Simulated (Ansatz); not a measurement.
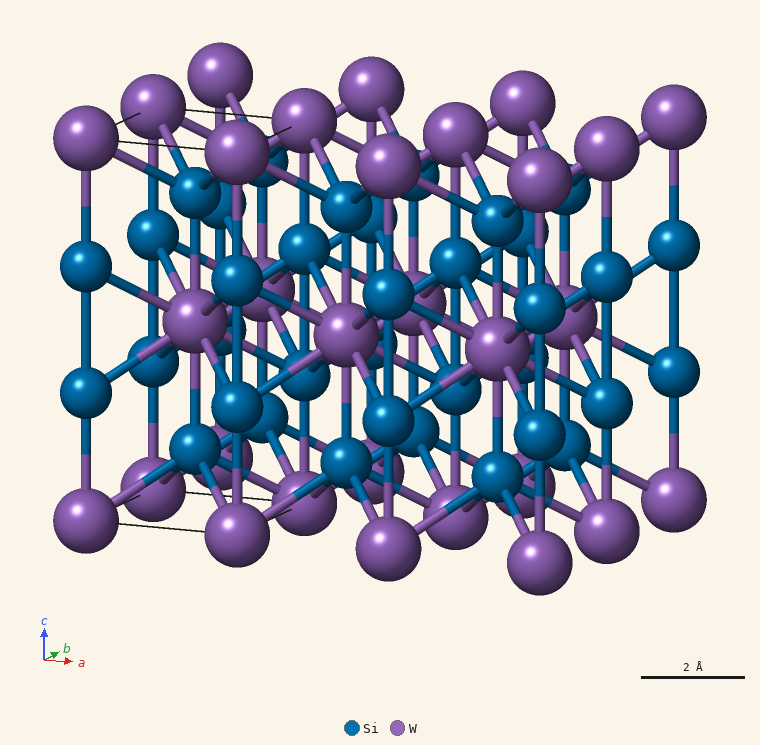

Figure 1. The input geometry (ball-and-stick view of the cell 2 times as large as that of the calculation, set on its symmetry axes, repeated 3 × 2 × 1, seen at an oblique angle). An atom can appear more than once, as a periodic image.

## Single-point calculation, with input and output: WSi2

- system: WSi2 (I4/mmm, 3 atoms in the cell)
- method: DFT PBE, scalar-relativistic, plane waves, PAW, no spin polarisation (Ansatz 0.2.0)

The structure derives from an entry of the Crystallography Open Database. It belongs to a series of runs on one base structure; here: strain +0.000 along x and y, -0.030 along z, atoms carried along.

**Output**
```
Engine: ansatz 0.2.0, x86_64-unknown-linux-gnu
Pseudopotentials: kind: paw
Pseudopotential: Si, paw, valence charge 4, recommended cutoff 420 eV (normal), Si.paw.azcp
Pseudopotential: W, paw, valence charge 14, recommended cutoff 420 eV (normal), W.paw.azcp
Functional definition: PBE
  parameter kappa = 0.804
  parameter beta = 0.06672455060314922
  exchange = pbe_x(kappa = kappa, mu = beta*pi^2/3)
  correlation = pbe_c(beta = beta)
Crystal: 3 atoms, lattice volume = 39.781 Å³
Basis set: ecut = 420 eV, 777 PW (Γ), exchange–correlation on 60×60×60 points (8 copies of the dense FFT grid, shifted against one another)
Bands: 15, of which v1, the nominal top of the filled ones, is band 11 counted from 1 (10 counted from 0)
Symmetry: 16 space group operations
Space group: I4/mmm (ITA 139), of the structure as read, at distance tolerance 3.4e-5 Å
k-points: 641 of 8000
Non-local potential: Si, projectors of the file, l = 0: 2, l = 1: 2, l = 2: 2
Non-local potential: W, projectors of the file, l = 0: 3, l = 1: 2, l = 2: 2, l = 3: 1
PAW form: soft (Blöchl's): semilocal exchange-correlation on the pseudo side does not see the compensation charge
PAW one-centre angular grid: Si, 110 points (default); XC on 64 Gauss nodes
PAW one-centre angular grid: W, 590 points (default); XC on 64 Gauss nodes
Initial density: superposition of atomic densities (neutral atoms: chi_scale 0, normalization atom), corrected by the library's trained network
Initial wavefunctions: pseudopotential atomic-orbital guess
Functional: x = pbe(κ = 0.804, μ = 0.2195149727645171), c = pbe(β = 0.06672455060314922)
SCF iter   1: F=—  HF=-11657.394355 eV  |F-HF|=—  |Δ(HF+E_count)|=         —  Δρ=3.60e-3  dr2=2.11e-3  ethr=1.77e-3  ⟨swp⟩=5.0  Hψ=54992  notcnv=0
preconditioner: auto → Kerker (q_TF=auto, 2.472 Å⁻¹)  [metal: Δε(μ)=0.012 eV  Ē_g=8.248 eV  σ=0.150 eV  W_gap=0.04  n_scr=10 (ndim 8)  ℏωp=22.0 eV  f_vac=0.000  D(μ)=0.21/eV (n_scr^D=0)]
SCF iter   2: F=—  HF=-11657.394638 eV  |F-HF|=—  |Δ(HF+E_count)|=   2.83e-4  Δρ=2.08e-3  dr2=8.27e-4  ethr=9.58e-6  ⟨swp⟩=1.0  Hψ=14777  notcnv=0
SCF iter   3: F=—  HF=-11657.394721 eV  |F-HF|=—  |Δ(HF+E_count)|=   8.31e-5  Δρ=2.00e-4  dr2=1.77e-5  ethr=3.76e-6  ⟨swp⟩=2.5  Hψ=13866  notcnv=0
SCF iter   4: F=—  HF=-11657.394717 eV  |F-HF|=—  |Δ(HF+E_count)|=   4.20e-6  Δρ=7.86e-5  dr2=1.99e-6  ethr=8.06e-8  ⟨swp⟩=2.4  Hψ=13470  notcnv=0
SCF iter   5: F=—  HF=-11657.394717 eV  |F-HF|=—  |Δ(HF+E_count)|=   2.57e-7  Δρ=1.54e-5  dr2=1.22e-7  ethr=9.07e-9  ⟨swp⟩=2.3  Hψ=13751  notcnv=0
SCF iter   6: F=-11657.394717 eV  HF=-11657.394717 eV  |F-HF|=4.71e-9  |Δ(HF+E_count)|=   1.42e-8  Δρ=3.59e-6  dr2=7.21e-9  ethr=4.55e-10  ⟨swp⟩=8.1  Hψ=53858  notcnv=0
SCF 1 converged in 6 iterations: F = -11657.394717 eV  dr2 = 7.21e-9
  greatest PAW one-centre occupation: 0.999 electrons in one spin orbital (limit 2), on the W atom at site 2 (counted from 0), in its partial waves of l = 0
SCF converged after 6 iterations
Free energy (F): -11657.394717 eV
Harris-Foulkes:  -11657.394717 eV  (|F-HF|=4.71e-9)
Internal energy: -11657.392372 eV  (E = F + TS)
E sigma→0 (E₀):  -11657.393544 eV
Entropy (-TS):   -0.002345 eV (-0.782 meV/atom)
Fermi energy:    16.970802 eV
--- Per-component energies (eV) ---
  E_band       = -74.264674
  E_kinetic    = 543.503461
  E_local      = -931.234999  (includes V_loc(G=0)·N_el)
  E_nonlocal   = 51.020453
  E_hartree    = 366.467517
  E_xc         = -382.777961
  E_vxc        = -339.707662  (∫ρ·V_xc dr)
  E_paw        = -9588.534077  (= ΣΔE_a)
  E_vpaw       = -130.783274  (= ΣTr[D̂ρ^β])
  E_aug_tail   = -0.000077  (compensation charges beyond the density's cutoff)
  E_ewald      = -1715.836689
  E_smearing   = -0.002345  (= −TS)
  E_closure    = 0.000000  (closes the sum)
  Σ components = -11657.394717   (vs F -11657.394717, Δ=0.00e0)
--- Forces (eV/Å), atoms counted from 1 ---
  atom   1  Si     0.00000000     0.00000000    -0.07067024
  atom   2  Si     0.00000000     0.00000000     0.07067024
  atom   3  W      0.00000000     0.00000000    -0.00000000
  max |Σ_I F_I| component: 9.71e-17 eV/Å
--- Stress (GPa, compression-positive) ---
        3.105969      -0.000000      -0.000000
       -0.000000       3.105969       0.000000
       -0.000000       0.000000      18.333403
  P = ⅓ Tr σ = 8.1818 GPa (81.818 kbar)
--- Band table (eV; the first three rows and the last of 641) ---
  k-point 0: bands = ["-56.6963", "-21.0048", "-21.0048", "-20.9952", "2.8473", "10.1746", "13.6994", "13.7405", "14.0102", "14.0102", "17.4941", "19.7369", "19.9088", "19.9472", "19.9472"]
  k-point 1: bands = ["-56.6959", "-21.0099", "-21.0092", "-20.9943", "2.9282", "10.2460", "13.2230", "13.7151", "13.8030", "14.5516", "17.0614", "19.6270", "20.0156", "20.0246", "20.1717"]
  k-point 2: bands = ["-56.6949", "-21.0244", "-21.0220", "-20.9916", "3.1681", "10.4501", "12.6652", "13.2878", "13.7656", "15.1349", "16.0906", "19.4454", "20.1964", "20.2019", "20.7823"]
  k-point 640: bands = ["-56.6961", "-21.0170", "-21.0065", "-21.0065", "5.3202", "5.9354", "13.1025", "14.3390", "16.0004", "16.0004", "16.5728", "16.5728", "17.7118", "22.1708", "22.3243"]
```

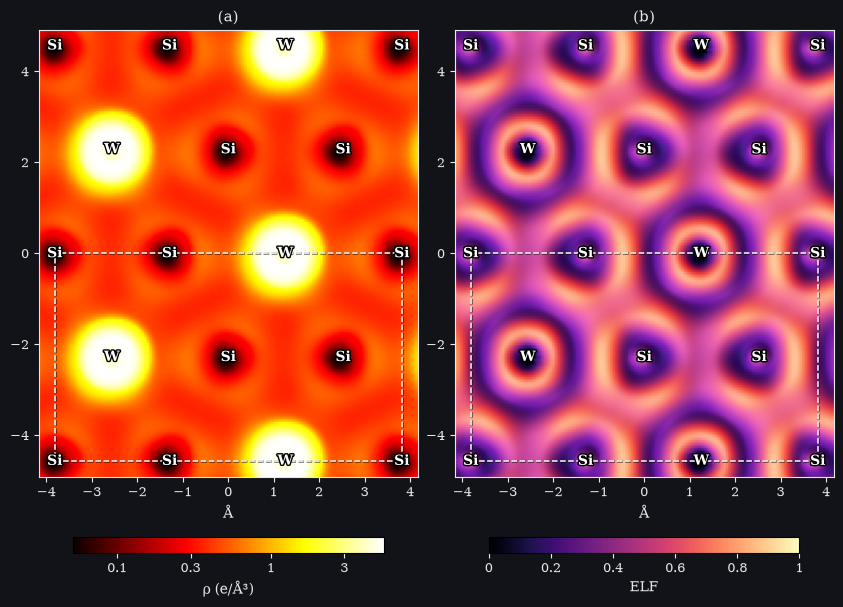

Figure 2. (a) valence electron density; (b) electron localisation function on the (11̄0) plane of the conventional cell. The section cuts through Si and W sites. Si–Si (2.52 Å): the density is about 0.35 e/Å³ at the midpoint, a local maximum along the line; the ELF is about 0.45 at the midpoint. Si–W (2.55 Å): the density is about 0.46 e/Å³ at the midpoint; the ELF is about 0.45 at the midpoint. Si–W (2.61 Å): the density is about 0.43 e/Å³ at the midpoint; the ELF is about 0.45 at the midpoint. Away from the nuclei the density in this plane falls to 0.33 e/Å³ at its lowest. The strong features right at W lie inside the PAW spheres (semicore, d or f shells) and say nothing about bonding. The fields are those of the smooth PAW valence density.

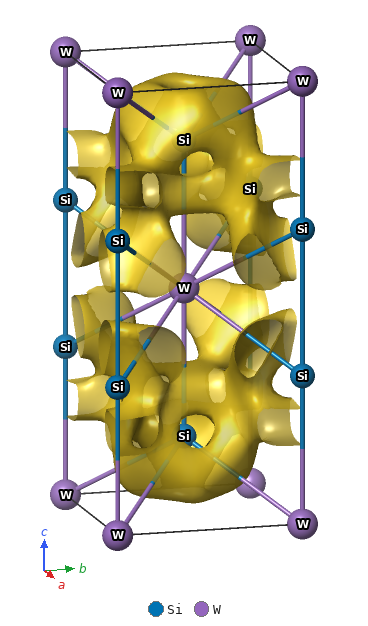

Figure 3. Isosurface of the electron localisation function at 0.55 (yellow), seen slightly off an axis. Only the valence region is drawn (cores and ρ < 0.01 e/Å³ removed). Sticks mark near contacts. The outline is the cell set on symmetry axes. Values along the shortest contacts: Si–Si (2.52 Å): the ELF is about 0.45 at the midpoint. Si–W (2.55 Å): the ELF is about 0.45 at the midpoint.

This output came from the following input.

**The input**
```yaml
crystal:
  lattice:
    - [-1.614497658, 1.614497658, 3.8154114946]
    - [1.614497658, -1.614497658, 3.8154114946]
    - [1.614497658, 1.614497658, -3.8154114946]
  atoms:
    - { symbol: Si, position: [0.3345744057, 0.3345744057, 0.0] }
    - { symbol: Si, position: [0.6654255943, 0.6654255943, 0.0] }
    - { symbol: W, position: [0.0, 0.0, 0.0] }
basis:
  ecutwfc: 420
kpoints:
  mp_grid: { grid: [20, 20, 20] }
hamiltonian:
  xc: pbe
scf:
  occupations: { method: gaussian, width: 0.15 }
output:
  forces: true
  stress: true
  eigenvalues: true
  write_density: true
  write_potential: true
  elf: true
  volumetric_format: npy
```

Run as:
```bash
ansatz run input.yaml --threads 2 --pin off --max-ram 5120MiB --backend cpu --events-out ev --progress --plain --runs-dir out
```

**Results in brief**

| quantity | value |
| --- | --- |
| outcome | converged |
| space group (tolerance 0.01 Å) | I4/mmm (139) |
| electrons treated | 22 |
| free energy | −11657.3947 eV |
| Fermi energy | 16.971 eV |
| gap on the k-point mesh | none (metallic) |
| pressure | 8.18 GPa |
| largest force (length of the vector) | 0.071 eV/Å |
| hardware | 2 threads of Intel Xeon @ 2.50GHz (Skylake/Cascade Lake), 189 GiB of memory available, shared host |
| wall time | 27 s (CPU time 53 s) |
| peak memory | 0.63 GiB |

Spin–orbit coupling is left out, which matters for W.
